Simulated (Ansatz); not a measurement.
**Geometry relaxation of SiO2 (part 3 of 3)**

The same run, continued: SiO2 (slab, 21 atoms in the cell); DFT r2SCAN, scalar-relativistic, plane waves, PAW, no spin polarisation (Ansatz 0.2.0); cutoff 500 eV, 6×5×1 k-mesh, Gaussian smearing of 0.05 eV. The structure derives from an entry of the Crystallography Open Database. It belongs to a series of runs on one base structure; here: (1 0 0) slab, atoms relaxed.

### Trajectory as extended XYZ, continued
```
21
Lattice="4.9207 0.0000 0.0000 0.0000 5.4147 0.0000 0.0000 0.0000 24.7505" Properties=species:S:1:pos:R:3:forces:R:3 step=3 energy=-12453.05921
O     4.2007    4.7617    7.2640   -0.6398   1.2421  -1.6835
Si   -0.0756    3.8075    8.1898    0.0017  -0.6607   2.0962
O     4.1407    2.4662    8.7170    0.2743  -0.3483   0.0742
O     1.0330    4.2400    9.2830    0.3913  -0.1533   0.0089
O     2.1922    1.1584    9.8745   -0.0727  -0.0802   0.0262
Si    3.6449    1.8031   10.1119    0.0756   0.3284  -0.2475
Si    1.1865    0.0108   10.3881   -0.2567  -0.0573  -0.2697
O     4.6498    0.6652   10.6391    0.2532  -0.1924   0.0053
O     3.5788    2.9813   11.2249   -0.0028  -0.0914  -0.1540
O     1.7155    4.7792   11.7624   -0.0162  -0.0009   0.0645
Si    2.6459    3.6098   12.3753   -0.0145   0.0000   0.0000
O     1.7155    2.4403   12.9881   -0.0162   0.0009  -0.0646
O     3.5788    4.2382   13.5256   -0.0028   0.0914   0.1540
O     4.6498    1.1397   14.1114    0.2532   0.1924  -0.0053
Si    1.1865    1.7941   14.3624   -0.2567   0.0573   0.2698
Si    3.6449    0.0018   14.6386    0.0757  -0.3285   0.2477
O     2.1922    0.6465   14.8760   -0.0728   0.0802  -0.0262
O     1.0329    2.9795   15.4675    0.3913   0.1533  -0.0090
O     4.1407    4.7533   16.0335    0.2743   0.3484  -0.0744
Si   -0.0757    3.4120   16.5607    0.0020   0.6611  -2.0964
O     4.2007    2.4578   17.4865   -0.6401  -1.2426   1.6839
21
Lattice="4.9207 0.0000 0.0000 0.0000 5.4147 0.0000 0.0000 0.0000 24.7505" Properties=species:S:1:pos:R:3:forces:R:3 step=6 energy=-12453.35770
O     4.1000    4.9101    7.3477    0.0164  -0.1127   0.1089
Si   -0.1905    3.9235    8.3020    0.0034   0.1414   0.0164
O     4.1887    2.4750    8.7241    0.0076   0.0421  -0.0399
O     1.0614    4.2554    9.2775   -0.0129  -0.0819  -0.0495
O     2.2205    1.1607    9.8787    0.0279  -0.0104   0.0293
Si    3.6707    1.8132   10.1031   -0.0202  -0.0118  -0.0590
Si    1.2108    0.0188   10.3846    0.0022   0.0248  -0.0222
O     4.6794    0.6727   10.6338   -0.0373  -0.0182   0.0265
O     3.5908    2.9949   11.2104    0.0003  -0.0014   0.0223
O     1.7277    4.7769   11.7631    0.0109   0.0643   0.0438
Si    2.6597    3.6098   12.3753    0.0034   0.0000   0.0000
O     1.7277    2.4427   12.9874    0.0109  -0.0643  -0.0438
O     3.5908    4.2246   13.5401    0.0003   0.0013  -0.0223
O     4.6794    1.1322   14.1167   -0.0373   0.0182  -0.0265
Si    1.2108    1.7861   14.3659    0.0022  -0.0248   0.0222
Si    3.6707   -0.0083   14.6474   -0.0202   0.0118   0.0590
O     2.2205    0.6442   14.8718    0.0279   0.0104  -0.0293
O     1.0613    2.9642   15.4730   -0.0129   0.0819   0.0495
O     4.1887    4.7446   16.0264    0.0076  -0.0421   0.0399
Si   -0.1905    3.2960   16.4485    0.0034  -0.1414  -0.0164
O     4.1000    2.3095   17.4028    0.0164   0.1126  -0.1089
21
Lattice="4.9207 0.0000 0.0000 0.0000 5.4147 0.0000 0.0000 0.0000 24.7505" Properties=species:S:1:pos:R:3:forces:R:3 step=9 energy=-12453.38380
O     3.9139    5.0373    7.6885    0.0935  -0.1303   0.0869
Si   -0.2434    3.9824    8.4590   -0.0553   0.0413  -0.0425
O     4.2338    2.4665    8.7353    0.0226   0.0837  -0.0445
O     1.0780    4.2614    9.3497   -0.0451  -0.0022  -0.0473
O     2.2349    1.1848    9.9192   -0.0184  -0.0187   0.0267
Si    3.6970    1.8137   10.1133   -0.0147  -0.0649  -0.0222
Si    1.2362    0.0434   10.4414    0.0208   0.0566   0.0069
O     4.6963    0.6843   10.6910   -0.0034   0.0434   0.0191
O     3.6231    3.0393   11.1833    0.0051  -0.0053   0.0158
O     1.7717    4.8161   11.8219   -0.0066  -0.0421  -0.0010
Si    2.6956    3.6098   12.3752    0.0031   0.0000   0.0000
O     1.7718    2.4034   12.9286   -0.0067   0.0420   0.0011
O     3.6232    4.1803   13.5672    0.0051   0.0054  -0.0158
O     4.6964    1.1206   14.0595   -0.0033  -0.0434  -0.0190
Si    1.2362    1.7615   14.3091    0.0209  -0.0567  -0.0070
Si    3.6971   -0.0088   14.6372   -0.0148   0.0651   0.0222
O     2.2349    0.6201   14.8313   -0.0184   0.0188  -0.0267
O     1.0780    2.9582   15.4009   -0.0451   0.0023   0.0474
O     4.2338    4.7530   16.0152    0.0226  -0.0838   0.0446
Si   -0.2434    3.2372   16.2915   -0.0558  -0.0418   0.0424
O     3.9139    2.1822   17.0620    0.0940   0.1309  -0.0871
21
Lattice="4.9207 0.0000 0.0000 0.0000 5.4147 0.0000 0.0000 0.0000 24.7505" Properties=species:S:1:pos:R:3:forces:R:3 step=11 energy=-12453.38568
O     3.9162    5.0283    7.6804    0.0007  -0.0043   0.0002
Si   -0.2426    3.9790    8.4541    0.0009   0.0000   0.0013
O     4.2338    2.4657    8.7333    0.0013   0.0014   0.0003
O     1.0749    4.2661    9.3447   -0.0039  -0.0047  -0.0043
O     2.2352    1.1836    9.9204    0.0008  -0.0003  -0.0006
Si    3.6969    1.8124   10.1120    0.0058  -0.0017   0.0018
Si    1.2351    0.0441   10.4409   -0.0025   0.0040   0.0037
O     4.6982    0.6891   10.6952    0.0025   0.0011  -0.0030
O     3.6239    3.0367   11.1842   -0.0025   0.0024   0.0037
O     1.7693    4.8106   11.8183   -0.0012  -0.0024  -0.0002
Si    2.6970    3.6098   12.3752   -0.0035   0.0000   0.0000
O     1.7694    2.4089   12.9322   -0.0012   0.0025   0.0001
O     3.6239    4.1829   13.5663   -0.0026  -0.0025  -0.0038
O     4.6982    1.1158   14.0553    0.0024  -0.0011   0.0029
Si    1.2352    1.7608   14.3096   -0.0025  -0.0038  -0.0036
Si    3.6969   -0.0075   14.6385    0.0059   0.0017  -0.0016
O     2.2352    0.6213   14.8301    0.0008   0.0003   0.0005
O     1.0749    2.9535   15.4058   -0.0039   0.0046   0.0041
O     4.2338    4.7539   16.0172    0.0012  -0.0013  -0.0005
Si   -0.2426    3.2406   16.2963    0.0008  -0.0001  -0.0007
O     3.9162    2.1913   17.0702    0.0008   0.0044  -0.0005
```

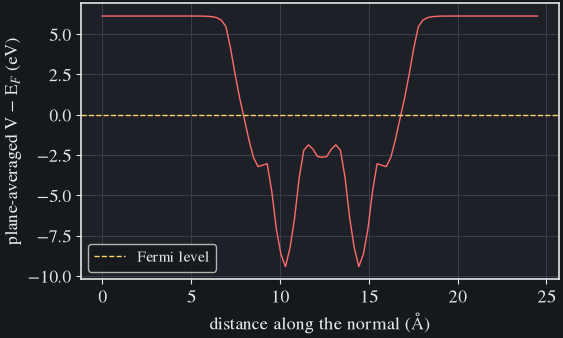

*Plane average of the electrostatic potential energy of an electron across the cell, from the Fermi level.*

The vacuum level lies 6.12 eV above the Fermi level.

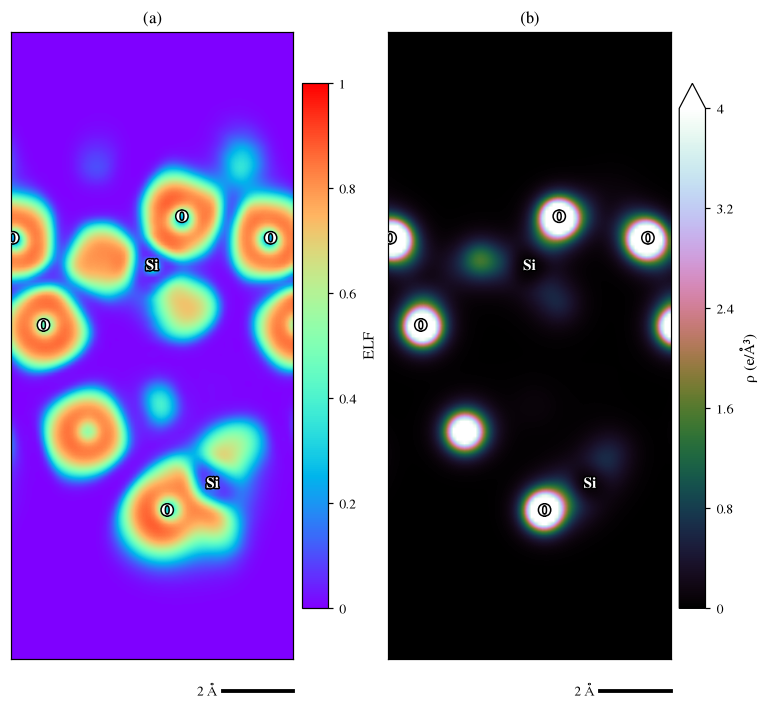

*(a) ELF; (b) valence charge density (pseudo) on the (110) plane of the calculation cell, a cut from vacuum to vacuum.*

Si–O (1.62 Å): the density is about 1.3 e/Å³ at the midpoint; the ELF peaks at about 0.85 between the atoms (a shared but strongly polarised pair). The density dies away to nearly zero in the vacuum. The fields are those of the smooth PAW valence density.

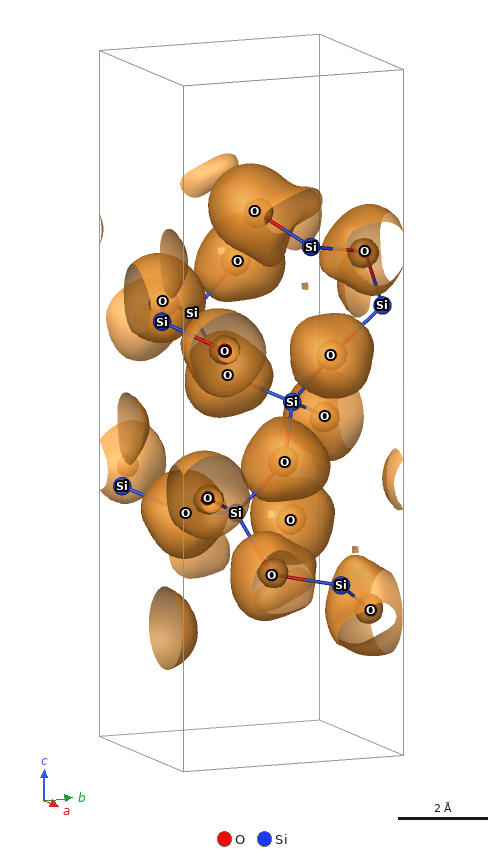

*Isosurface of the ELF at 0.65 (orange), seen slightly off an axis. Core shells and regions of very low density are left out. Sticks mark near contacts.*

Values along the shortest contacts: Si–O (1.60 Å): the ELF peaks at about 0.85 between the atoms, which marks a polar covalent bond.

This output came from the following input.

### The input
```yaml
crystal:
  lattice:
    - [4.9207348796, 0.0, 0.0]
    - [0.0, 5.4146761696, 0.0]
    - [0.0, 0.0, 24.7505006193]
  atoms:
    - { symbol: O, position: [0.8411971015, 0.8822130097, 0.3030241737] }
    - { symbol: Si, position: [0.0311416348, 0.6666666667, 0.3278224155] }
    - { symbol: O, position: [0.8411971015, 0.4511203237, 0.3526206573] }
    - { symbol: O, position: [0.2213811085, 0.784453657, 0.3741697874] }
    - { symbol: O, position: [0.43742179, 0.215546343, 0.3989680292] }
    - { symbol: Si, position: [0.7344291826, 0.3333333333, 0.4085493163] }
    - { symbol: Si, position: [0.2344291826, 0.0, 0.4192730992] }
    - { symbol: O, position: [0.93742179, 0.1177869903, 0.4288543863] }
    - { symbol: O, position: [0.7213811085, 0.5488796763, 0.4536526281] }
    - { symbol: O, position: [0.3411971015, 0.8822130097, 0.4752017582] }
    - { symbol: Si, position: [0.5311416348, 0.6666666667, 0.5] }
    - { symbol: O, position: [0.3411971015, 0.4511203237, 0.5247982418] }
    - { symbol: O, position: [0.7213811085, 0.784453657, 0.5463473719] }
    - { symbol: O, position: [0.93742179, 0.215546343, 0.5711456137] }
    - { symbol: Si, position: [0.2344291826, 0.3333333333, 0.5807269008] }
    - { symbol: Si, position: [0.7344291826, 0.0, 0.5914506837] }
    - { symbol: O, position: [0.43742179, 0.1177869903, 0.6010319708] }
    - { symbol: O, position: [0.2213811085, 0.5488796763, 0.6258302126] }
    - { symbol: O, position: [0.8411971015, 0.8822130097, 0.6473793427] }
    - { symbol: Si, position: [0.0311416348, 0.6666666667, 0.6721775845] }
    - { symbol: O, position: [0.8411971015, 0.4511203237, 0.6969758263] }
basis:
  ecutwfc: 500
kpoints:
  mp_grid: { grid: [6, 5, 1] }
hamiltonian:
  xc: r2scan
scf:
  occupations: { method: gaussian, width: 0.05 }
output:
  forces: true
  eigenvalues: true
  write_density: true
  write_potential: true
  elf: true
  volumetric_format: npy
relax:
  adjacent_minimum: "off"
  f_tol: 0.02
  max_steps: 60
efield:
  axis: 3
  dipole_correction: true
  ramp_width: 0.04
```

Launched with:
```bash
ansatz run input.yaml --threads 2 --pin off --max-ram 5120MiB --backend cpu --events-out ev --progress --plain --runs-dir out
```

### Results in brief

| quantity | value |
| --- | --- |
| outcome | converged |
| electrons treated | 112 |
| free energy | −12453.3857 eV |
| work function, top face | 6.12 eV |
| work function, bottom face | 6.12 eV |
| Fermi energy | −1.390 eV |
| gap on the k-point mesh | 4.54 eV |
| final volume | 659.46 Å³ |
| work function (upper face) | 6.12 eV |
| largest force (length of the vector) at the end | 0.007 eV/Å |
| hardware | 2 threads of Intel Xeon (Granite Rapids), 32 GiB of memory available, shared host |
| wall time | 10 min (CPU time 20 min) |
| peak memory | 2.5 GiB |

The program warns: the exchange-correlation potential is rough where the density is thin.
